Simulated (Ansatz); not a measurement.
## Run report: Hf5N4, geometry relaxation (part 2 of 2)

Hf5N4 (slab, 9 atoms in the cell); DFT PBEsol, scalar-relativistic, plane waves, PAW, no spin polarisation (Ansatz 0.2.0); cutoff 420 eV, 12×12×1 k-mesh, Gaussian smearing of 0.1 eV. It belongs to a series of runs on one base structure; here: (1 1 1) slab, atoms relaxed.

Geometry of the input (Å; fractional positions):
```
3.1831  0.0000  0.0000
-1.5915  2.7566  0.0000
0.0000  0.0000  25.3959
Hf 0.3333  0.6667  0.2953
N  0.6667  0.3333  0.3465
Hf 0.0000  0.0000  0.3977
N  0.3333  0.6667  0.4488
Hf 0.6667  0.3333  0.5000
N  0.0000  0.0000  0.5512
Hf 0.3333  0.6667  0.6023
N  0.6667  0.3333  0.6535
Hf 0.0000  0.0000  0.7047
```

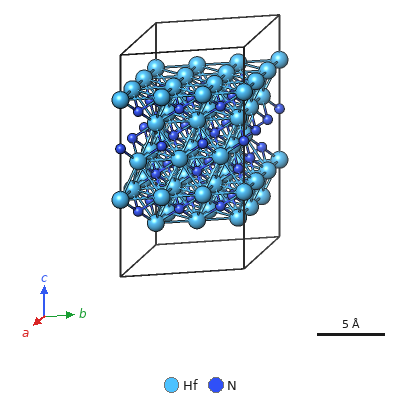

**Figure 1.** The geometry at step 2 of the log (ball-and-stick view of the 3 × 3 repeat of the cell, with the vacuum cut short, seen slightly off an axis).

## The program's output, continued
```
SCF iter   1: F=—  HF=-79516.665790 eV  |F-HF|=—  |Δ(HF+E_count)|=         —  Δρ=3.89e-4  dr2=1.42e-3  ethr=8.58e-6  p=-0.000 e·Å  D=-9.38e-8 V/Å  ΔV_dip=0.00 eV  dr2_dipole=1.60e-12  V_vac-E_F(+/−)=4.57/4.57 eV  ⟨swp⟩=2.0  Hψ=2358  notcnv=0  defer=2
efield: sawtooth ramp at fractional position 0.9800 (handed on by an earlier solve), width 0.0400; the density the first Hamiltonian is built on has a dipole p = -0.000 e·Å; the dipole correction subtracts the counter field D = -9.38e-8 V/Å, which shifts the + side's vacuum level by +0.00 eV against the − side's; the planar-averaged density in the ramp window peaks in size at 1.2e-6 e/Å³
preconditioner: auto → LDOS  [metal: Δε(μ)=0.007 eV  Ē_g=17.717 eV  σ=0.100 eV  W_gap=0.04  n_scr=74 (ndim 8)  ℏωp=29.4 eV  f_vac=0.456  D(μ)=8.07/eV (n_scr^D=74)  β→1.0]
SCF iter   2: F=—  HF=-79516.665642 eV  |F-HF|=—  |Δ(HF+E_count)|=   1.48e-4  Δρ=1.89e-4  dr2=1.31e-4  ethr=9.44e-7  p=-0.000 e·Å  D=-3.49e-8 V/Å  ΔV_dip=0.00 eV  dr2_dipole=1.86e-11  V_vac-E_F(+/−)=4.57/4.57 eV  ⟨swp⟩=2.0  Hψ=2444  notcnv=0  defer=2
SCF iter   3: F=—  HF=-79516.665421 eV  |F-HF|=—  |Δ(HF+E_count)|=   2.21e-4  Δρ=6.00e-5  dr2=1.15e-5  ethr=8.71e-8  p=0.000 e·Å  D=1.55e-9 V/Å  ΔV_dip=-0.00 eV  dr2_dipole=2.22e-11  V_vac-E_F(+/−)=4.57/4.57 eV  ⟨swp⟩=3.0  Hψ=3363  notcnv=0  defer=2
SCF iter   4: F=—  HF=-79516.665420 eV  |F-HF|=—  |Δ(HF+E_count)|=   1.44e-6  Δρ=2.02e-5  dr2=2.99e-6  ethr=7.65e-9  p=0.000 e·Å  D=8.75e-10 V/Å  ΔV_dip=-0.00 eV  dr2_dipole=4.30e-15  V_vac-E_F(+/−)=4.57/4.57 eV  ⟨swp⟩=2.3  Hψ=2715  notcnv=0  defer=2
SCF iter   5: F=-79516.665419 eV  HF=-79516.665420 eV  |F-HF|=1.07e-7  |Δ(HF+E_count)|=   3.04e-7  Δρ=5.97e-6  dr2=8.96e-8  ethr=3.15e-10  p=-0.000 e·Å  D=-4.42e-9 V/Å  ΔV_dip=0.00 eV  dr2_dipole=4.23e-13  V_vac-E_F(+/−)=4.57/4.57 eV  ⟨swp⟩=17.8  Hψ=19403  notcnv=0
SCF 4 converged in 5 iterations: F = -79516.665419 eV  dr2 = 8.96e-8
relax step   4: F+E_penalty+E_count = -79516.66541943 eV  Δ(F+E_penalty+E_count) = -5.707e-4 eV  max|allowed force component| = 4.797e-3 eV/Å  Δτ_max = 0.0054 Å  (5 SCF iters, dr2 threshold 4.72e-7 eV, accepted)
iter 1 solved again at ethr=5.98e-11 eV; its pass at ethr=3.10e-3 eV (dr2=8.97e-8 eV) is discarded
SCF iter   1: F=—  HF=-79516.665437 eV  |F-HF|=—  |Δ(HF+E_count)|=         —  Δρ=5.99e-6  dr2=9.00e-8  ethr=5.98e-11  p=-0.000 e·Å  D=-4.42e-9 V/Å  ΔV_dip=0.00 eV  dr2_dipole=4.28e-13  V_vac-E_F(+/−)=4.57/4.57 eV  ⟨swp⟩=1.0  Hψ=4104  notcnv=0
efield: sawtooth ramp at fractional position 0.9800 (handed on by an earlier solve), width 0.0400; the density the first Hamiltonian is built on has a dipole p = -0.000 e·Å; the dipole correction subtracts the counter field D = -4.42e-9 V/Å, which shifts the + side's vacuum level by +0.00 eV against the − side's; the planar-averaged density in the ramp window peaks in size at 1.1e-6 e/Å³
preconditioner: auto → LDOS  [metal: Δε(μ)=0.006 eV  Ē_g=17.717 eV  σ=0.100 eV  W_gap=0.03  n_scr=74 (ndim 8)  ℏωp=29.4 eV  f_vac=0.456  D(μ)=8.08/eV (n_scr^D=74)  β→1.0]
SCF iter   2: F=—  HF=-79516.665420 eV  |F-HF|=—  |Δ(HF+E_count)|=   1.73e-5  Δρ=7.34e-6  dr2=3.02e-7  ethr=5.98e-11  p=-0.000 e·Å  D=-2.05e-9 V/Å  ΔV_dip=0.00 eV  dr2_dipole=1.26e-13  V_vac-E_F(+/−)=4.57/4.57 eV  ⟨swp⟩=3.0  Hψ=3309  notcnv=0
SCF iter   3: F=-79516.665420 eV  HF=-79516.665420 eV  |F-HF|=9.05e-9  |Δ(HF+E_count)|=   1.14e-7  Δρ=1.26e-6  dr2=1.79e-8  ethr=5.98e-11  p=-0.000 e·Å  D=-1.26e-9 V/Å  ΔV_dip=0.00 eV  dr2_dipole=3.40e-16  V_vac-E_F(+/−)=4.57/4.57 eV  ⟨swp⟩=11.5  Hψ=16548  notcnv=0
SCF 5 converged in 3 iterations: F = -79516.665420 eV  dr2 = 1.79e-8
relax step   5: F+E_penalty+E_count = -79516.66541951 eV  Δ(F+E_penalty+E_count) = -8.140e-8 eV  max|allowed force component| = 4.889e-3 eV/Å  Δτ_max = 0.0000 Å  (3 SCF iters, accepted)
WARN: The output density's exchange-correlation potential varies sharply where the density is thin. Do not read a vacuum level from v_tot or v_xc, or from such a field of the output density. On a cell that repeats whose density bears no net charge and no dipole along the vacuum's axis use v_es (v_loc + v_h of the components); under efield.dipole_correction with no amplitude use v_es + v_field, which holds any external_charges[].barrier, or the levels of the report's work_function block, which leave it out; under a non-zero efield.amplitude the vacuum is tilted and has no level; on a cell that repeats and bears such a dipole with no correction it is tilted too, and efield.dipole_correction with no amplitude gives each side of its ramp a level where efield: is served; in a cell that repeats whose density bears a net charge (total_charge, or a fill off its count) it is curved and has none; of a slab under crystal.periodic whose density bears no net charge use v_es, which has a level on each side, short of where the two are joined; of another it falls or rises all the way out and has none; of a slab beside external_charges read slab_vacuum_level instead, which it has where they leave it neutral. The grid or the basis barely resolves most such structure, and the values can differ between equally converged runs; as a rule a tighter scf.convergence.dr2_threshold does not remove it. Where the density itself ripples (under the LDA too) a higher basis.ecutwfc lessens it. The files hold the spikes' plane waves up to the density's cutoff. Files: v_tot_of_output_density and the like, and their columns of v_z.tsv (output.write_potential); v_xc_of_output_density and the like, and their columns of v_comp_z.tsv (output.write_potential_components). Measured: with its Gaussian average of σ = 0.25 Å subtracted twice, the exchange-correlation potential is over 0.1 eV at 184 of the grid points where the equally averaged density (valence and model cores) is under 1e-3 e/Å³, and 0.287 eV at the most among them, at an averaged density of 1.0e-7 e/Å³. See output.write_potential in the manual, Limitations
SCF converged after 3 iterations
Free energy (F): -79516.665420 eV
Harris-Foulkes:  -79516.665420 eV  (|F-HF|=9.05e-9)
Internal energy: -79516.625028 eV  (E = F + TS)
E sigma→0 (E₀):  -79516.645224 eV
Entropy (-TS):   -0.040391 eV (-4.488 meV/atom)
Fermi energy:    9.628365 eV
Dipole field:    D = 0.000000 V/Å  (p = 0.000000 e·Å, saw-weighted, corrected)
Work function:   Φ+ = 4.5674 eV   Φ− = 4.5674 eV
Levels:          The Fermi level and band energies are counted from a zero that moves with the ramp; work functions are not
--- Per-component energies (eV) ---
  E_band       = -1258.751880
  E_kinetic    = 2648.727995
  E_local      = -279437.093761  (includes V_loc(G=0)·N_el)
  E_nonlocal   = -6009.524930
  E_hartree    = 138077.090410
  E_xc         = -1730.553105
  E_vxc        = -1639.765249  (∫ρ·V_xc dr)
  E_paw        = -34525.011551  (= ΣΔE_a)
  E_vpaw       = 7024.716506  (= ΣTr[D̂ρ^β])
  E_aug_tail   = 0.000369  (compensation charges beyond the density's cutoff)
  E_efield     = 0.000000  (sawtooth field / dipole correction)
  E_vefield    = -0.000000  (∫n·V_field dr)
  E_ewald      = 101453.371692
  E_core_change = 6.367853  (= ΣΔE_core)
  E_smearing   = -0.040391  (= −TS)
  E_closure    = -0.000000  (closes the sum)
  Σ components = -79516.665420   (vs F -79516.665420, Δ=0.00e0)
--- Forces (eV/Å), atoms counted from 1 ---
  atom   1  Hf     0.00000000     0.00000000     0.00144963
  atom   2  N      0.00000000    -0.00000000     0.00307117
  atom   3  Hf    -0.00000000    -0.00000000     0.00488851
  atom   4  N      0.00000000     0.00000000    -0.00055536
  atom   5  Hf    -0.00000000    -0.00000000     0.00000020
  atom   6  N      0.00000000    -0.00000000     0.00055552
  atom   7  Hf     0.00000000     0.00000000    -0.00488831
  atom   8  N      0.00000000     0.00000000    -0.00307102
  atom   9  Hf    -0.00000000    -0.00000000    -0.00145032
  max |Σ_I F_I| component: 2.59e-8 eV/Å
--- Band table (eV; the first three rows and the last of 19) ---
  k-point 0: bands = ["-53.0687", "-52.9009", "-52.8984", "-52.6819", "-52.6819", "-22.3134", "-22.0573", "-21.8067", "-21.5506", "-21.5506", "-21.4368", "-21.3863", "-21.3863", "-21.3813", "-21.3813", "-21.3568", "-21.0182", "-21.0182", "-21.0181", "-21.0181", "-7.6370", "-7.0296", "-6.2209", "-5.5059", "-3.0005", "-3.0005", "-2.9995", "-2.9763", "-2.9430", "-2.9430", "-2.9092", "-2.8373", "-2.8373", "-2.8372", "-2.8275", "-2.8275", "-2.8171", "-2.8124", "-2.7766", "-2.7766", "-2.7726", "-2.7726", "-2.7702", "-2.7379", "-2.7379", "-2.6441", "-2.6318", "-2.6242", "-2.6242", "-2.6240", "-2.6240", "-2.6104", "-2.6104", "-2.6103", "-2.6103", "-2.5896", "-2.5725", "-2.5116", "-2.5116", "1.0482", "2.0319", "3.5614", "3.5970", "3.5970", "4.1280", "4.1280", "5.0613", "5.0613", "5.4274", "6.2425", "6.2425", "7.9573", "8.2762", "9.4353", "9.5271", "9.5271", "9.7368", "10.2382", "10.2382", "10.2460", "11.0351", "11.2653", "11.2653", "11.8020", "11.8901", "11.8901", "12.3694", "12.3694", "12.6639", "13.0605"]
  k-point 1: bands = ["-53.0657", "-52.8979", "-52.8955", "-52.6794", "-52.6794", "-22.2916", "-22.0462", "-21.8098", "-21.6034", "-21.5637", "-21.4772", "-21.4291", "-21.3983", "-21.3913", "-21.3913", "-21.3578", "-21.0621", "-21.0613", "-21.0275", "-21.0275", "-7.5082", "-6.9443", "-6.2037", "-5.5611", "-2.9985", "-2.9972", "-2.9952", "-2.9734", "-2.9463", "-2.9435", "-2.9146", "-2.8346", "-2.8339", "-2.8337", "-2.8249", "-2.8237", "-2.8142", "-2.8093", "-2.7819", "-2.7771", "-2.7761", "-2.7732", "-2.7672", "-2.7434", "-2.7432", "-2.6436", "-2.6357", "-2.6232", "-2.6229", "-2.6227", "-2.6216", "-2.6122", "-2.6115", "-2.6102", "-2.6101", "-2.5850", "-2.5720", "-2.5161", "-2.5161", "1.2236", "2.1126", "3.3073", "3.6587", "3.6747", "4.1634", "4.3252", "4.5382", "5.0383", "5.6819", "5.7226", "6.0888", "8.0632", "8.1692", "9.0785", "9.5967", "9.6568", "9.7332", "10.0804", "10.3982", "10.5538", "10.9152", "11.4382", "11.4636", "11.8756", "11.9022", "12.1745", "12.2467", "12.7231", "12.7603", "12.8219"]
  k-point 2: bands = ["-53.0574", "-52.8897", "-52.8877", "-52.6724", "-52.6724", "-22.2309", "-22.0243", "-21.8383", "-21.7295", "-21.6090", "-21.5990", "-21.5262", "-21.4309", "-21.4186", "-21.3971", "-21.3677", "-21.1775", "-21.1740", "-21.0530", "-21.0529", "-7.1595", "-6.7224", "-6.1685", "-5.7069", "-2.9912", "-2.9885", "-2.9842", "-2.9660", "-2.9535", "-2.9451", "-2.9284", "-2.8287", "-2.8244", "-2.8243", "-2.8179", "-2.8116", "-2.8058", "-2.8003", "-2.7901", "-2.7846", "-2.7786", "-2.7751", "-2.7662", "-2.7572", "-2.7565", "-2.6432", "-2.6407", "-2.6241", "-2.6234", "-2.6207", "-2.6206", "-2.6122", "-2.6096", "-2.6083", "-2.6082", "-2.5734", "-2.5682", "-2.5279", "-2.5279", "1.6786", "2.3448", "3.0304", "3.5776", "3.7991", "4.0727", "4.2325", "4.3142", "4.9231", "4.9668", "5.5837", "5.7864", "7.9465", "8.2492", "8.4951", "9.0161", "9.9738", "10.1449", "10.2956", "10.7087", "10.8863", "10.9211", "11.7088", "11.7206", "11.9640", "12.3182", "12.6915", "12.7608", "12.7932", "12.9430", "13.0529"]
  k-point 18: bands = ["-53.0176", "-52.8500", "-52.8500", "-52.6388", "-52.6388", "-22.1366", "-22.1366", "-22.0576", "-21.9476", "-21.9207", "-21.9207", "-21.7094", "-21.7094", "-21.7012", "-21.4810", "-21.4720", "-21.4377", "-21.4377", "-21.3565", "-21.3565", "-5.9689", "-5.9680", "-5.9271", "-5.9271", "-2.9942", "-2.9672", "-2.9672", "-2.9480", "-2.9352", "-2.9216", "-2.9216", "-2.8231", "-2.8231", "-2.8038", "-2.8010", "-2.7994", "-2.7994", "-2.7816", "-2.7816", "-2.7641", "-2.7641", "-2.7523", "-2.7514", "-2.7448", "-2.7448", "-2.6414", "-2.6414", "-2.6361", "-2.6361", "-2.6301", "-2.6301", "-2.5976", "-2.5976", "-2.5848", "-2.5848", "-2.5495", "-2.5494", "-2.5366", "-2.5366", "2.5435", "2.5481", "2.5481", "3.2140", "3.2140", "4.0604", "4.0915", "4.0915", "4.1488", "4.1488", "4.2972", "4.3259", "9.2733", "9.2733", "9.6235", "9.6952", "10.5318", "10.5318", "11.0161", "11.5230", "11.5230", "12.1342", "12.4317", "12.4317", "13.2824", "13.2824", "13.8345", "14.2771", "14.2771", "15.3537", "15.3537"]
--- Relaxed structure (5 steps of the walk, 5 accepted, 0 SCFs on fresh bases) ---
  F+E_penalty+E_count = -79516.66541951 eV   max|allowed force component| = 4.889e-3 eV/Å
  atoms:
    - { symbol: Hf, position: [0.33333333333333326, 0.6666666666666667, 0.29671300388126326] }
    - { symbol: N, position: [0.6666666666666666, 0.3333333333333333, 0.346771844249619] }
    - { symbol: Hf, position: [4.2962438799484575e-19, 2.1481219399404886e-19, 0.3964015733346743] }
    - { symbol: N, position: [0.33333333333333326, 0.6666666666666667, 0.4487529186765485] }
    - { symbol: Hf, position: [0.6666666666666666, 0.3333333333333333, 0.4999999990399272] }
    - { symbol: N, position: [-2.656940996574729e-20, -1.3284704982665026e-20, 0.5512470801873212] }
    - { symbol: Hf, position: [0.33333333333333326, 0.6666666666666667, 0.6035984262630316] }
    - { symbol: N, position: [0.6666666666666666, 0.3333333333333333, 0.6532281556747486] }
    - { symbol: Hf, position: [4.737665091552576e-19, 2.368832545739058e-19, 0.7032869986928668] }
```

## Trajectory as extended XYZ (Å, eV, eV/Å), 5 frames, from step=1 to step=5
```
9
Lattice="3.1831 0.0000 0.0000 -1.5915 2.7566 0.0000 0.0000 0.0000 25.3959" Properties=species:S:1:pos:R:3:forces:R:3 step=1 energy=-79516.62468
Hf    0.0000    1.8378    7.5000    0.0000   0.0000   0.4400
N     1.5915    0.9189    8.7995    0.0000   0.0000   0.0881
Hf    0.0000    0.0000   10.0990    0.0000   0.0000  -0.7565
N     0.0000    1.8378   11.3985    0.0000   0.0000   0.0326
Hf    1.5915    0.9189   12.6979    0.0000   0.0000   0.0000
N     0.0000    0.0000   13.9974    0.0000   0.0000  -0.0326
Hf    0.0000    1.8378   15.2969    0.0000   0.0000   0.7564
N     1.5915    0.9189   16.5964    0.0000   0.0000  -0.0881
Hf    0.0000    0.0000   17.8959    0.0000   0.0000  -0.4400
9
Lattice="3.1831 0.0000 0.0000 -1.5915 2.7566 0.0000 0.0000 0.0000 25.3959" Properties=species:S:1:pos:R:3:forces:R:3 step=2 energy=-79516.64654
Hf    0.0000    1.8378    7.5594    0.0000   0.0000  -0.3412
N     1.5915    0.9189    8.8102    0.0000   0.0000  -0.0171
Hf    0.0000    0.0000   10.0514    0.0000   0.0000   0.3550
N     0.0000    1.8378   11.3768    0.0000   0.0000   0.2654
Hf    1.5915    0.9189   12.6979    0.0000   0.0000   0.0000
N     0.0000    0.0000   14.0191    0.0000   0.0000  -0.2654
Hf    0.0000    1.8378   15.3444    0.0000   0.0000  -0.3550
N     1.5915    0.9189   16.5857    0.0000   0.0000   0.0171
Hf    0.0000    0.0000   17.8365    0.0000   0.0000   0.3412
9
Lattice="3.1831 0.0000 0.0000 -1.5915 2.7566 0.0000 0.0000 0.0000 25.3959" Properties=species:S:1:pos:R:3:forces:R:3 step=3 energy=-79516.66485
Hf    0.0000    1.8378    7.5362    0.0000   0.0000  -0.0084
N     1.5915    0.9189    8.8066    0.0000   0.0000   0.0154
Hf    0.0000    0.0000   10.0690    0.0000   0.0000  -0.0509
N     0.0000    1.8378   11.3911    0.0000   0.0000   0.0869
Hf    1.5915    0.9189   12.6979    0.0000   0.0000   0.0000
N     0.0000    0.0000   14.0048    0.0000   0.0000  -0.0869
Hf    0.0000    1.8378   15.3268    0.0000   0.0000   0.0509
N     1.5915    0.9189   16.5893    0.0000   0.0000  -0.0154
Hf    0.0000    0.0000   17.8597    0.0000   0.0000   0.0084
9
Lattice="3.1831 0.0000 0.0000 -1.5915 2.7566 0.0000 0.0000 0.0000 25.3959" Properties=species:S:1:pos:R:3:forces:R:3 step=4 energy=-79516.66542
Hf    0.0000    1.8378    7.5353    0.0000   0.0000   0.0014
N     1.5915    0.9189    8.8066    0.0000   0.0000   0.0031
Hf    0.0000    0.0000   10.0670    0.0000   0.0000   0.0048
N     0.0000    1.8378   11.3965    0.0000   0.0000  -0.0004
Hf    1.5915    0.9189   12.6979    0.0000   0.0000   0.0000
N     0.0000    0.0000   13.9994    0.0000   0.0000   0.0004
Hf    0.0000    1.8378   15.3289    0.0000   0.0000  -0.0048
N     1.5915    0.9189   16.5893    0.0000   0.0000  -0.0031
Hf    0.0000    0.0000   17.8606    0.0000   0.0000  -0.0014
9
Lattice="3.1831 0.0000 0.0000 -1.5915 2.7566 0.0000 0.0000 0.0000 25.3959" Properties=species:S:1:pos:R:3:forces:R:3 step=5 energy=-79516.66542
Hf    0.0000    1.8378    7.5353    0.0000   0.0000   0.0014
N     1.5915    0.9189    8.8066    0.0000   0.0000   0.0031
Hf    0.0000    0.0000   10.0670    0.0000   0.0000   0.0049
N     0.0000    1.8378   11.3965    0.0000   0.0000  -0.0006
Hf    1.5915    0.9189   12.6979    0.0000   0.0000   0.0000
N     0.0000    0.0000   13.9994    0.0000   0.0000   0.0006
Hf    0.0000    1.8378   15.3289    0.0000   0.0000  -0.0049
N     1.5915    0.9189   16.5893    0.0000   0.0000  -0.0031
Hf    0.0000    0.0000   17.8606    0.0000   0.0000  -0.0014
```

## Key numbers

- outcome: converged
- electrons treated: 150
- free energy: −79516.6654 eV
- work function, top face: 4.57 eV
- work function, bottom face: 4.57 eV
- Fermi energy: 9.628 eV
- gap on the k-point mesh: none (metallic)
- final volume: 222.84 Å³
- work function (upper face): 4.57 eV
- largest force (length of the vector) at the end: 0.005 eV/Å
- hardware: 2 threads of AMD EPYC (Zen 3), 64 GiB of memory available, shared host
- wall time: 89 s (CPU time 2.9 min)
- peak memory: 0.85 GiB

The program warns: the exchange-correlation potential is rough where the density is thin. Spin–orbit coupling is left out, which matters for Hf.
